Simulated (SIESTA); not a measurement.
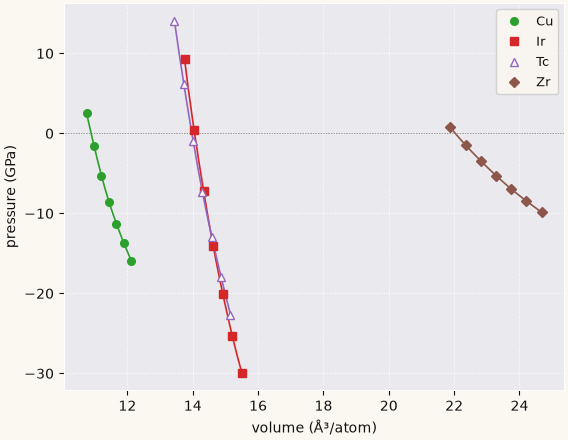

Plotted: pressure against volume, with one curve for each element, for Cu, Ir, Tc and Zr (all in space group P6_3/mmc (No. 194)).

Computed with SIESTA 5.4.2: DFT in numerical atomic orbitals with pseudopotentials, no spin polarisation; energies at scaled volumes of the given cell, shape and fractions fixed, counted from the fit's minimum, third-order Birch-Murnaghan fit. Level: LDA.

- occupations: Fermi–Dirac
- smearing width: 0.05 eV
- potentials: PseudoDojo 0.4 standard, converted to PSML, two zetas on semicore shells

Settings that differ: Cu: k mesh 12×12×7; Ir: k mesh 11×11×6; Tc: k mesh 11×11×6; Zr: k mesh 9×9×5.

The numbers behind the figure:

Cu:
```csv
volume (Å³/atom),pressure (GPa)
10.75,2.52
10.98,-1.54
11.21,-5.29
11.44,-8.54
11.66,-11.29
11.89,-13.73
12.12,-15.94
```

Ir:
```csv
volume (Å³/atom),pressure (GPa)
13.75,9.24
14.04,0.40
14.33,-7.24
14.63,-14.11
14.92,-20.05
15.21,-25.36
15.50,-29.92
```

Tc:
```csv
volume (Å³/atom),pressure (GPa)
13.44,14.07
13.73,6.22
14.01,-0.90
14.30,-7.36
14.58,-12.94
14.87,-17.99
15.16,-22.65
```

Zr:
```csv
volume (Å³/atom),pressure (GPa)
21.88,0.74
22.35,-1.46
22.82,-3.44
23.28,-5.27
23.75,-6.95
24.21,-8.46
24.68,-9.86
```

Note: mulliken charges of long orbitals; short basis over semicore shells (Cu, Ir); valence orbitals made in semicore potential (Ir); shape and atomic fractions are frozen while scaling, which makes layered, chain and framework solids too stiff.
